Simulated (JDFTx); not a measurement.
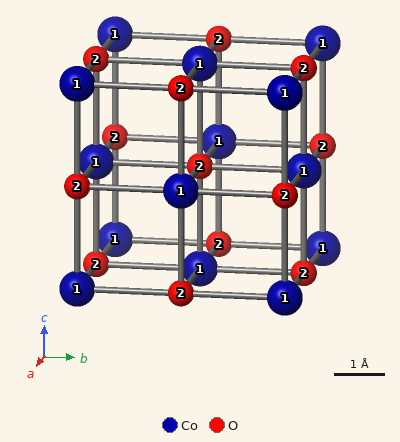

*The structure (ball-and-stick view of the cell 4 times as large as that of the calculation, set on its symmetry axes, seen slightly off an axis; atoms are numbered from 1 in the order of the input).*

Near neighbours in the crystal (not all of them lie inside the picture): Co has 6 O at 2.13 Å; O has 6 Co at 2.13 Å.

**CoO: band-structure run**

- system: CoO (Fm-3m, 2 atoms in the cell)
- method: Kohn-Sham DFT of a periodic cell, PBE, PseudoDojo-SR-PBE-0.5-standard, spin-polarised (JDFTx 1.7.0 (patched build))

The structure derives from an entry of the Crystallography Open Database.

The input
```
lattice \
    0.0000000000     4.0279512346     4.0279512346 \
    4.0279512346     0.0000000000     4.0279512346 \
    4.0279512346     4.0279512346     0.0000000000
coords-type Lattice
ion Co     0.0000000000     0.0000000000     0.0000000000 1
ion O      0.5000000000     0.5000000000     0.5000000000 1

ion-species pseudo/Co.upf
ion-species pseudo/O.upf
elec-cutoff 48 384
elec-ex-corr gga-PBE
elec-smearing Fermi 0.0018374661
elec-n-bands 19
spintype z-spin
initial-magnetic-moments Co 2
elec-initial-magnetization 2.98967 yes
electronic-minimize nIterations 30 energyDiffThreshold 1e-06
davidson-band-ratio 1.3
forces-output-coords Cartesian
include path.kpoints
symmetries none
fix-electron-density run.$VAR

dump-name bands.$VAR
dump End Ecomponents EigStats BandEigs Kpoints Forces
```

File path.kpoints
```
kpoint +0.0000000000 +0.0000000000 +0.0000000000 0.020000000000
kpoint +0.0714285714 +0.0000000000 +0.0714285714 0.020000000000
kpoint +0.1428571429 +0.0000000000 +0.1428571429 0.020000000000
kpoint +0.2142857143 +0.0000000000 +0.2142857143 0.020000000000
kpoint +0.2857142857 +0.0000000000 +0.2857142857 0.020000000000
kpoint +0.3571428571 +0.0000000000 +0.3571428571 0.020000000000
kpoint +0.4285714286 +0.0000000000 +0.4285714286 0.020000000000
kpoint +0.5000000000 +0.0000000000 +0.5000000000 0.020000000000
kpoint +0.5000000000 +0.0833333333 +0.5833333333 0.020000000000
kpoint +0.5000000000 +0.1666666667 +0.6666666667 0.020000000000
kpoint +0.5000000000 +0.2500000000 +0.7500000000 0.020000000000
kpoint +0.4375000000 +0.3125000000 +0.7500000000 0.020000000000
kpoint +0.3750000000 +0.3750000000 +0.7500000000 0.020000000000
kpoint +0.3281250000 +0.3281250000 +0.6562500000 0.020000000000
kpoint +0.2812500000 +0.2812500000 +0.5625000000 0.020000000000
kpoint +0.2343750000 +0.2343750000 +0.4687500000 0.020000000000
kpoint +0.1875000000 +0.1875000000 +0.3750000000 0.020000000000
kpoint +0.1406250000 +0.1406250000 +0.2812500000 0.020000000000
kpoint +0.0937500000 +0.0937500000 +0.1875000000 0.020000000000
kpoint +0.0468750000 +0.0468750000 +0.0937500000 0.020000000000
kpoint +0.0000000000 +0.0000000000 +0.0000000000 0.020000000000
kpoint +0.0833333333 +0.0833333333 +0.0833333333 0.020000000000
kpoint +0.1666666667 +0.1666666667 +0.1666666667 0.020000000000
kpoint +0.2500000000 +0.2500000000 +0.2500000000 0.020000000000
kpoint +0.3333333333 +0.3333333333 +0.3333333333 0.020000000000
kpoint +0.4166666667 +0.4166666667 +0.4166666667 0.020000000000
kpoint +0.5000000000 +0.5000000000 +0.5000000000 0.020000000000
kpoint +0.5250000000 +0.4500000000 +0.5250000000 0.020000000000
kpoint +0.5500000000 +0.4000000000 +0.5500000000 0.020000000000
kpoint +0.5750000000 +0.3500000000 +0.5750000000 0.020000000000
kpoint +0.6000000000 +0.3000000000 +0.6000000000 0.020000000000
kpoint +0.6250000000 +0.2500000000 +0.6250000000 0.020000000000
kpoint +0.5625000000 +0.2500000000 +0.6875000000 0.020000000000
kpoint +0.5000000000 +0.2500000000 +0.7500000000 0.020000000000
kpoint +0.5000000000 +0.2916666667 +0.7083333333 0.020000000000
kpoint +0.5000000000 +0.3333333333 +0.6666666667 0.020000000000
kpoint +0.5000000000 +0.3750000000 +0.6250000000 0.020000000000
kpoint +0.5000000000 +0.4166666667 +0.5833333333 0.020000000000
kpoint +0.5000000000 +0.4583333333 +0.5416666667 0.020000000000
kpoint +0.5000000000 +0.5000000000 +0.5000000000 0.020000000000
kpoint +0.4791666667 +0.4791666667 +0.5416666667 0.020000000000
kpoint +0.4583333333 +0.4583333333 +0.5833333333 0.020000000000
kpoint +0.4375000000 +0.4375000000 +0.6250000000 0.020000000000
kpoint +0.4166666667 +0.4166666667 +0.6666666667 0.020000000000
kpoint +0.3958333333 +0.3958333333 +0.7083333333 0.020000000000
kpoint +0.3750000000 +0.3750000000 +0.7500000000 0.020000000000
kpoint +0.6250000000 +0.2500000000 +0.6250000000 0.020000000000
kpoint +0.5833333333 +0.1666666667 +0.5833333333 0.020000000000
kpoint +0.5416666667 +0.0833333333 +0.5416666667 0.020000000000
kpoint +0.5000000000 +0.0000000000 +0.5000000000 0.020000000000
```

Hardware: 1 thread of Arm Neoverse V2, 24 GiB of memory available, shared host.

Command:
```bash
jdftx -c 1 -i bands.in -o bands.out
```

The program's output
```
*************** JDFTx 1.7.0 (patched build) ***************

Input parsed successfully to the following command list (including defaults):
[... the input with its defaults ...]

---------- Initializing the Grid ----------
R =
[            0      4.02795      4.02795  ]
[      4.02795            0      4.02795  ]
[      4.02795      4.02795            0  ]
unit cell volume = 130.702
G =
[  -0.779948   0.779948   0.779948  ]
[   0.779948  -0.779948   0.779948  ]
[   0.779948   0.779948  -0.779948  ]
Minimum fftbox size, Smin = [  52  52  52  ]
Chosen fftbox size, S = [  54  54  54  ]

---------- Initializing tighter grid for wavefunction operations ----------
R =
[            0      4.02795      4.02795  ]
[      4.02795            0      4.02795  ]
[      4.02795      4.02795            0  ]
unit cell volume = 130.702
G =
[  -0.779948   0.779948   0.779948  ]
[   0.779948  -0.779948   0.779948  ]
[   0.779948   0.779948  -0.779948  ]
Minimum fftbox size, Smin = [  36  36  36  ]
Chosen fftbox size, S = [  36  36  36  ]

---------- Exchange Correlation functional ----------
Initalized PBE GGA exchange.
Initalized PBE GGA correlation.

---------- Setting up pseudopotentials ----------
Width of ionic core gaussian charges (only for fluid interactions / plotting) set to 0

Reading pseudopotential file 'pseudo/Co.upf':
  'Co' pseudopotential, 'PBE' functional
  Generated using ONCVPSP code by D. R. Hamann
  17 valence electrons, 4 orbitals, 6 projectors, 1001 radial grid points, with lMax = 2
    3S    l: 0   occupation:  2.0   eigenvalue: -3.763303
    3P    l: 1   occupation:  6.0   eigenvalue: -2.412101
    3D    l: 2   occupation:  7.0   eigenvalue: -0.301498
    4S    l: 0   occupation:  2.0   eigenvalue: -0.201022
  Core radius for overlap checks: 1.60 bohrs.

Reading pseudopotential file 'pseudo/O.upf':
  'O' pseudopotential, 'PBE' functional
  Generated using ONCVPSP code by D. R. Hamann
  6 valence electrons, 2 orbitals, 5 projectors, 936 radial grid points, with lMax = 2
    2S    l: 0   occupation:  2.0   eigenvalue: -0.880572
    2P    l: 1   occupation:  4.0   eigenvalue: -0.331869
  Core radius for overlap checks: 1.39 bohrs.

Initialized 2 species with 2 total atoms.

Folded 50 k-points by 1x1x1 to 50 k-points.

---------- Setting up k-points, bands, fillings ----------
No reducable k-points.
Computing the number of bands and number of electrons
Calculating initial fillings.
nElectrons:  23.000000   nBands: 19   nStates: 100

----- Setting up reduced wavefunction bases (one per k-point) -----
average nbasis = 2078.720 , ideal nbasis = 2076.053

---------- Setting up ewald sum ----------
Optimum gaussian width for ewald sums = 1.829426 bohr.
Real space sum over 1331 unit cells with max indices [  5  5  5  ]
Reciprocal space sum over 2197 terms with max indices [  6  6  6  ]

---------- Allocating electronic variables ----------
Reading n_up from file 'run.n_up' ... done
Reading n_dn from file 'run.n_dn' ... done
Initializing wave functions:  linear combination of atomic orbitals
Note: number of bands (19) exceeds available atomic orbitals (14)

----------- Band structure minimization -------------
Minimization will be done independently for each quantum number.

---- Minimization of quantum number:     0  [ +0.0000000 +0.0000000 +0.0000000 ]  0.020000000  spin +1 ----
BandDavidson: Iter:   0  Eband: +0.048496268266985
BandDavidson: Iter:   1  Eband: +0.033530338990599  dEband: -1.496593e-02
BandDavidson: Iter:   2  Eband: +0.028991638106240  dEband: -4.538701e-03
BandDavidson: Iter:   3  Eband: +0.028005726278648  dEband: -9.859118e-04
[... 1137 lines of inner loops ...]
BandDavidson: Iter:   5  Eband: +0.043040597991065  dEband: -2.059928e-06
BandDavidson: Iter:   6  Eband: +0.043040179431930  dEband: -4.185591e-07
BandDavidson: Converged (dEband<1.000000e-06)
	FillingsUpdate:  mu: +0.520484711  nElectrons: 23.000000  magneticMoment: [ Abs: 3.01147  Tot: +2.98967 ]
WARNING: these k-points are no uniform mesh, so that mu and the fillings of partly filled bands are only those of these points: take mu from the calculation that made the density or potential.

Dumping 'bands.eigStats' ...
	eMin: -3.038048 at state 20 ( [ +0.000000 +0.000000 +0.000000 ] spin 1 )
	HOMO: +0.517942 at state 65 ( [ +0.234375 +0.234375 +0.468750 ] spin -1 )
	mu  : +0.520485
	LUMO: +0.518380 at state 59 ( [ +0.500000 +0.166667 -0.333333 ] spin -1 )
	eMax: +1.548825 at state 55 ( [ +0.357143 +0.000000 +0.357143 ] spin -1 )
	HOMO-LUMO gap: +0.000438
	Optical gap  : +0.001187 at state 65 ( [ +0.234375 +0.234375 +0.468750 ] spin -1 )
Done!
```

Summary

- outcome: converged
- space group (tolerance 0.01 Å): Fm-3m (225)
- electrons treated: 23
- Fermi energy: 14.129 eV
- gap on the band path: 0.00 eV
- wall time: 29 s
- peak memory: 0.13 GiB
